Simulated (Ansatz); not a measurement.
# What a change does: single-point calculation on Ti

System: Ti (Fmm2, 8 atoms in the cell).
Method of run 1: DFT PBEsol, scalar-relativistic, plane waves, PAW, no spin polarisation (Ansatz 0.2.0).

The structure derives from an entry of the Crystallography Open Database. Text and figures count atoms from 1; the logs count them from 0 in places.

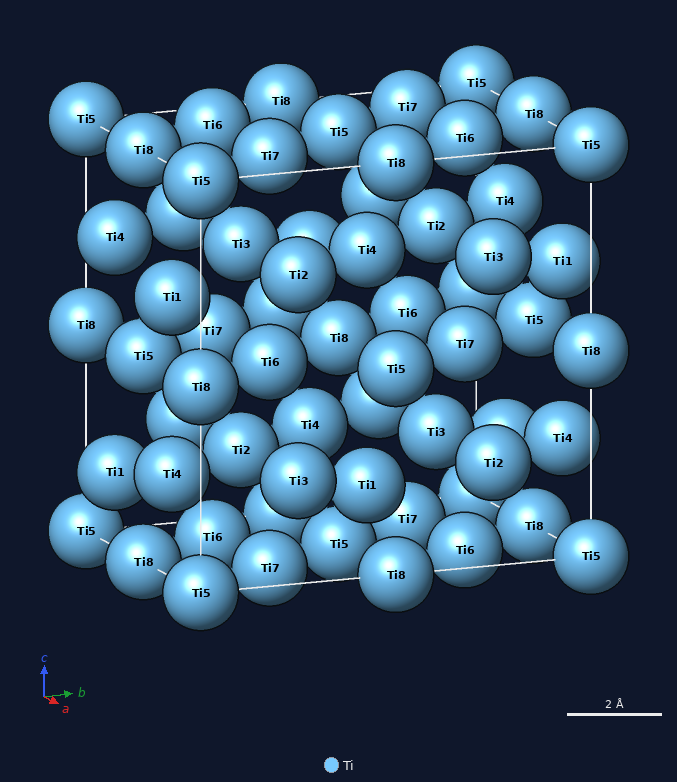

Figure 1. The structure as given in the input (spheres-only view of the cell 4 times as large as that of the calculation, set on its symmetry axes, seen slightly off an axis; atoms are numbered from 1 in the order of the input). An atom can appear more than once, as a periodic image.

### The input, run 1
```yaml
crystal:
  lattice:
    - [3.2102321259, 3.2102321259, -3.2102321259]
    - [3.2102321259, -3.2102321259, 3.2102321259]
    - [-3.2102321259, -3.2102321259, -3.2102321259]
  atoms:
    - { symbol: Ti, position: [0.0700883896, 0.0700883896, 0.6401767792] }
    - { symbol: Ti, position: [0.5, 0.0, 0.5] }
    - { symbol: Ti, position: [0.0, 0.5, 0.5] }
    - { symbol: Ti, position: [0.5, 0.5, 0.5] }
    - { symbol: Ti, position: [0.0, 0.0, 0.0] }
    - { symbol: Ti, position: [0.5, 0.0, 0.0] }
    - { symbol: Ti, position: [0.0, 0.5, 0.0] }
    - { symbol: Ti, position: [0.5, 0.5, 0.0] }
basis:
  ecutwfc: 420
kpoints:
  mp_grid: { grid: [14, 14, 14] }
hamiltonian:
  xc: pbesol
scf:
  occupations: { method: gaussian, width: 0.15 }
output:
  forces: true
  stress: true
  eigenvalues: true
  write_density: true
  write_potential: true
  elf: true
  volumetric_format: npy
```

Launched with:
```bash
ansatz run input.yaml --threads 2 --pin off --max-ram 5120MiB --backend cpu --events-out ev --progress --plain --runs-dir out
```

Hardware: 2 threads of Oxide Virtual Turin-like (Zen 5), 32 GiB of memory available, shared host.

### Output, shortened to warnings, some set-up lines, iterations and results (run 1)
```
Basis set: ecut = 420 eV, 2587 PW (Γ), exchange–correlation on 80×80×80 points (8 copies of the dense FFT grid, shifted against one another)
Symmetry: 4 space group operations
k-points: 428 of 2744 (time reversal used)
Initial density: superposition of atomic densities (neutral atoms: chi_scale 0, normalization atom), corrected by the library's trained network
[...]
SCF iter   1: F=—  HF=-19789.625358 eV  |F-HF|=—  |Δ(HF+E_count)|=         —  Δρ=1.06e-2  dr2=2.20e-1  ethr=1.77e-3  ⟨swp⟩=5.7  Hψ=99912  notcnv=0
SCF iter   2: F=—  HF=-19789.600425 eV  |F-HF|=—  |Δ(HF+E_count)|=   2.49e-2  Δρ=4.74e-3  dr2=3.85e-2  ethr=2.30e-4  ⟨swp⟩=1.1  Hψ=28811  notcnv=0  defer=4
SCF iter   3: F=—  HF=-19789.595362 eV  |F-HF|=—  |Δ(HF+E_count)|=   5.06e-3  Δρ=1.13e-3  dr2=1.97e-3  ethr=4.01e-5  ⟨swp⟩=2.0  Hψ=30389  notcnv=0  defer=4
SCF iter   4: F=—  HF=-19789.595124 eV  |F-HF|=—  |Δ(HF+E_count)|=   2.37e-4  Δρ=4.45e-4  dr2=3.14e-4  ethr=2.05e-6  ⟨swp⟩=2.0  Hψ=30837  notcnv=0  defer=4
SCF iter   5: F=—  HF=-19789.595064 eV  |F-HF|=—  |Δ(HF+E_count)|=   6.00e-5  Δρ=9.80e-5  dr2=1.94e-5  ethr=3.27e-7  ⟨swp⟩=2.0  Hψ=31617  notcnv=0  defer=4
SCF iter   6: F=—  HF=-19789.595064 eV  |F-HF|=—  |Δ(HF+E_count)|=   4.54e-7  Δρ=2.60e-5  dr2=1.03e-6  ethr=2.02e-8  ⟨swp⟩=2.0  Hψ=30406  notcnv=0  defer=50
SCF iter   7: F=-19789.595064 eV  HF=-19789.595064 eV  |F-HF|=6.05e-8  |Δ(HF+E_count)|=   1.58e-7  Δρ=7.36e-6  dr2=9.77e-8  ethr=1.04e-10  ⟨swp⟩=13.3  Hψ=154328  notcnv=0
SCF 1 converged in 7 iterations: F = -19789.595064 eV  dr2 = 9.77e-8
SCF converged after 7 iterations
Free energy (F): -19789.595064 eV
Harris-Foulkes:  -19789.595064 eV  (|F-HF|=6.05e-8)
Internal energy: -19789.425089 eV  (E = F + TS)
E sigma→0 (E₀):  -19789.510076 eV
Entropy (-TS):   -0.169975 eV (-21.247 meV/atom)
Fermi energy:    13.749480 eV
--- Per-component energies (eV) ---
  E_band       = -1179.204978
  E_kinetic    = 2194.587144
  E_local      = -6484.241552  (includes V_loc(G=0)·N_el)
  E_nonlocal   = 80.890275
  E_hartree    = 2688.961858
  E_xc         = -776.905686
  E_vxc        = -976.506359  (∫ρ·V_xc dr)
  E_paw        = -8184.687566  (= ΣΔE_a)
  E_vpaw       = -1371.862243  (= ΣTr[D̂ρ^β])
  E_aug_tail   = 0.000943  (compensation charges beyond the density's cutoff)
  E_ewald      = -9309.145580
  E_core_change = 1.115074  (= ΣΔE_core)
  E_smearing   = -0.169975  (= −TS)
  E_closure    = -0.000000  (closes the sum)
  Σ components = -19789.595064   (vs F -19789.595064, Δ=0.00e0)
--- Forces (eV/Å), atoms counted from 1 ---
  atom   1  Ti     0.00000000     2.16278756     2.16278756
  atom   2  Ti     0.00000000    -0.19587894    -0.19587894
  atom   3  Ti     0.00000000    -0.19587894    -0.19587894
  atom   4  Ti     0.00000000     0.23311943     0.23311943
  atom   5  Ti    -1.10944032    -1.01298950    -1.01298950
  atom   6  Ti     0.00000000    -0.08692684     0.10868160
  atom   7  Ti     0.00000000     0.10868160    -0.08692684
  atom   8  Ti     1.10944032    -1.01298950    -1.01298950
  max |Σ_I F_I| component: 7.51e-5 eV/Å
--- Stress (GPa, compression-positive) ---
        3.520724       0.000000      -0.000000
        0.000000       1.119620       1.423949
       -0.000000       1.423949       1.119620
  P = ⅓ Tr σ = 1.9200 GPa (19.200 kbar)
```

Run 2 used a changed input.

### The two runs side by side

| quantity | run 1 | run 2 |
| --- | --- | --- |
| outcome | converged | converged |
| free energy per atom (eV) | −2473.6994 | −2473.7619 |
| energy per atom, smearing taken to zero (eV) | −2473.6888 | −2473.7505 |
| gap on the mesh (eV) | 0.00 | 0.00 |
| pressure (GPa) | 1.92 | 1.25 |
| largest force (eV/Å) | 3.059 | 1.924 |
| SCF iterations | 7 | 7 |
| irreducible k-points | 428 | 244 |
| plane waves at Γ | 2587 | 2587 |
| wall time (shared host) | 1.8 min | 70 s |

Which change of the input explains these differences?

The change (lines with − go, lines with + come):
```diff
-    - { symbol: Ti, position: [0.0700883896, 0.0700883896, 0.6401767792] }
+    - { symbol: Ti, position: [0.0, 0.0700883896, 0.5700883896] }
```

With the same functional and potentials, run 2 lies 62.6 meV per atom lower. The pressure goes from 1.92 to 1.25 GPa. The largest force goes from 3.059 to 1.924 eV/Å. The number of SCF iterations is the same. The irreducible k-points go from 428 to 244. On the same kind of shared host run 2 took about 0.65 times as long.

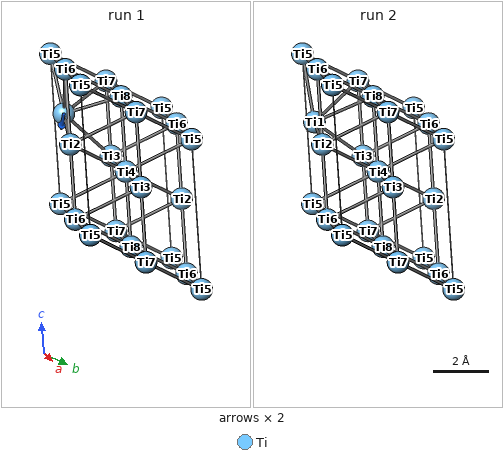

Figure 2. The two input geometries at one scale (ball-and-stick view of the cell of the calculation, seen slightly off an axis). The blue arrows on the first give the shifts of the atoms relative to the cell, magnified 2 times. The atom that moves furthest is Ti1 (0.45 Å). The cell stays as it was. Among the contacts that change: Ti1–Ti6 2.797 → 3.242 Å, Ti1–Ti2 2.852 → 2.547 Å, Ti1–Ti5 2.290 → 2.547 Å, Ti1–Ti7 2.797 → 2.760 Å.

### Output, shortened to warnings, some set-up lines, iterations and results (run 2)
```
Basis set: ecut = 420 eV, 2587 PW (Γ), exchange–correlation on 80×80×80 points (8 copies of the dense FFT grid, shifted against one another)
Symmetry: 8 space group operations
k-points: 244 of 2744 (time reversal used)
Initial density: superposition of atomic densities (neutral atoms: chi_scale 0, normalization atom), corrected by the library's trained network
[...]
SCF iter   1: F=—  HF=-19790.112498 eV  |F-HF|=—  |Δ(HF+E_count)|=         —  Δρ=8.12e-3  dr2=1.37e-1  ethr=1.77e-3  ⟨swp⟩=5.6  Hψ=56743  notcnv=0
SCF iter   2: F=—  HF=-19790.098914 eV  |F-HF|=—  |Δ(HF+E_count)|=   1.36e-2  Δρ=3.70e-3  dr2=2.50e-2  ethr=1.43e-4  ⟨swp⟩=1.0  Hψ=16359  notcnv=0  defer=2
SCF iter   3: F=—  HF=-19790.095630 eV  |F-HF|=—  |Δ(HF+E_count)|=   3.28e-3  Δρ=7.67e-4  dr2=9.80e-4  ethr=2.60e-5  ⟨swp⟩=2.0  Hψ=17469  notcnv=0  defer=2
SCF iter   4: F=—  HF=-19790.095533 eV  |F-HF|=—  |Δ(HF+E_count)|=   9.68e-5  Δρ=3.28e-4  dr2=1.53e-4  ethr=1.02e-6  ⟨swp⟩=2.0  Hψ=17450  notcnv=0  defer=2
SCF iter   5: F=—  HF=-19790.095511 eV  |F-HF|=—  |Δ(HF+E_count)|=   2.23e-5  Δρ=1.02e-4  dr2=1.91e-5  ethr=1.60e-7  ⟨swp⟩=2.0  Hψ=18025  notcnv=0  defer=2
SCF iter   6: F=—  HF=-19790.095510 eV  |F-HF|=—  |Δ(HF+E_count)|=   1.02e-6  Δρ=2.45e-5  dr2=8.66e-7  ethr=1.99e-8  ⟨swp⟩=2.0  Hψ=17383  notcnv=0  defer=2
SCF iter   7: F=-19790.095510 eV  HF=-19790.095510 eV  |F-HF|=2.05e-8  |Δ(HF+E_count)|=   4.28e-8  Δρ=5.97e-6  dr2=4.53e-8  ethr=1.04e-10  ⟨swp⟩=12.6  Hψ=85701  notcnv=0
SCF 1 converged in 7 iterations: F = -19790.095510 eV  dr2 = 4.53e-8
SCF converged after 7 iterations
Free energy (F): -19790.095510 eV
Harris-Foulkes:  -19790.095510 eV  (|F-HF|=2.05e-8)
Internal energy: -19789.913164 eV  (E = F + TS)
E sigma→0 (E₀):  -19790.004337 eV
Entropy (-TS):   -0.182346 eV (-22.793 meV/atom)
Fermi energy:    13.753987 eV
--- Per-component energies (eV) ---
  E_band       = -1176.816147
  E_kinetic    = 2192.023215
  E_local      = -6389.090093  (includes V_loc(G=0)·N_el)
  E_nonlocal   = 79.541878
  E_hartree    = 2643.352704
  E_xc         = -776.446642
  E_vxc        = -975.878143  (∫ρ·V_xc dr)
  E_paw        = -8183.609836  (= ΣΔE_a)
  E_vpaw       = -1370.129212  (= ΣTr[D̂ρ^β])
  E_aug_tail   = 0.000946  (compensation charges beyond the density's cutoff)
  E_ewald      = -9356.800410
  E_core_change = 1.115074  (= ΣΔE_core)
  E_smearing   = -0.182346  (= −TS)
  E_closure    = 0.000000  (closes the sum)
  Σ components = -19790.095510   (vs F -19790.095510, Δ=0.00e0)
--- Forces (eV/Å), atoms counted from 1 ---
  atom   1  Ti    -0.00000000     1.92363215    -0.00000000
  atom   2  Ti    -0.50499433    -0.51946255     0.50499433
  atom   3  Ti     0.50499433    -0.51946255     0.50499433
  atom   4  Ti    -0.00000000    -0.01090315     0.00000000
  atom   5  Ti    -0.50499433    -0.51946255    -0.50499433
  atom   6  Ti    -0.00000000    -0.01090315     0.00000000
  atom   7  Ti    -0.00000000     0.17601203    -0.00000000
  atom   8  Ti     0.50499433    -0.51946255    -0.50499433
  max |Σ_I F_I| component: 1.23e-5 eV/Å
--- Stress (GPa, compression-positive) ---
        1.850117      -0.000000       0.000000
       -0.000000       0.036849       0.000000
        0.000000       0.000000       1.850117
  P = ⅓ Tr σ = 1.2457 GPa (12.457 kbar)
```
